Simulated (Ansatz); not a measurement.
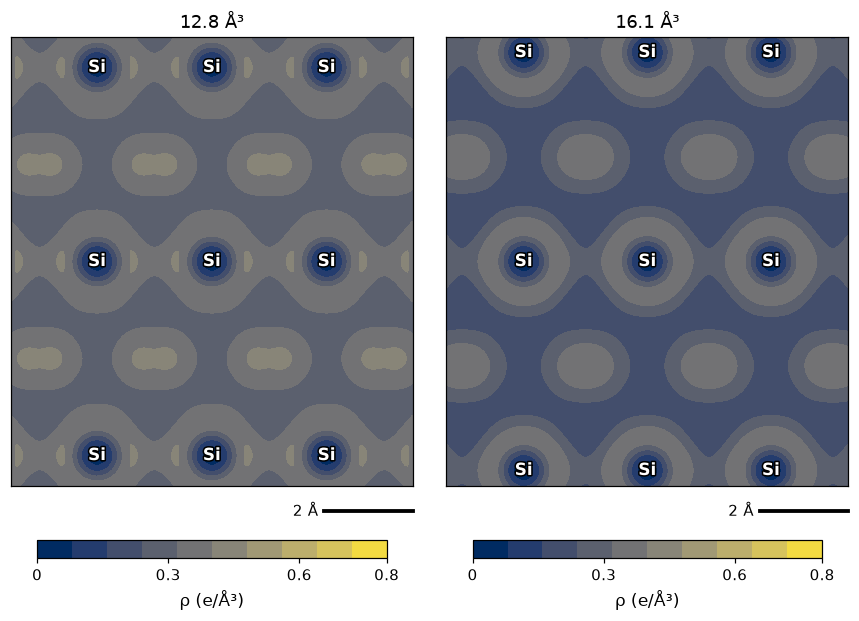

Si. The valence electron density of cells scaled evenly to different volumes (given per atom above each panel), on the (100) plane of each (indices in the axes of the cell below), at one length scale and on one colour scale.

A structure from a database of computed crystals, not necessarily the ambient phase.

All numbers below come from DFT r2SCAN, scalar-relativistic, plane waves, PAW in Ansatz 0.2.0.

The density is the valence pseudo-density of a PAW calculation; it isn't the true density close to the nuclei.

The largest cell:

```yaml
crystal:
  lattice:
    - [2.79886, 0.00000, 0.00000]
    - [-1.39943, 2.42388, 0.00000]
    - [0.00000, 0.00000, 4.73158]
  atoms:
    - { symbol: Si, position: [0.33333, 0.66667, 0.25000] }
    - { symbol: Si, position: [0.66667, 0.33333, 0.75000] }
```

| volume (Å³/atom) | Si–Si contact in the plane (Å) | ρ at its midpoint (e/Å³) | pressure (GPa) | 
| --- | --- | --- | --- |
| 12.85 | 2.599 | 0.347 | 7.0 | 
| 14.93 | 2.732 | ? | ? | 
| 16.05 | 2.799 | 0.258 | −9.9 | 

Question: What values belong in the row with question marks?

Answer: Over the known rows ln ρ falls by 1.48 per Å of Si–Si distance (the line through the two), which gives 0.285 e/Å³ at 2.732 Å; the calculation gives 0.285 e/Å³. For the pressure, a straight line in volume between the neighbouring rows gives −4.0 GPa; the calculation gives −6.3, lower because pressure rises ever faster on compression.
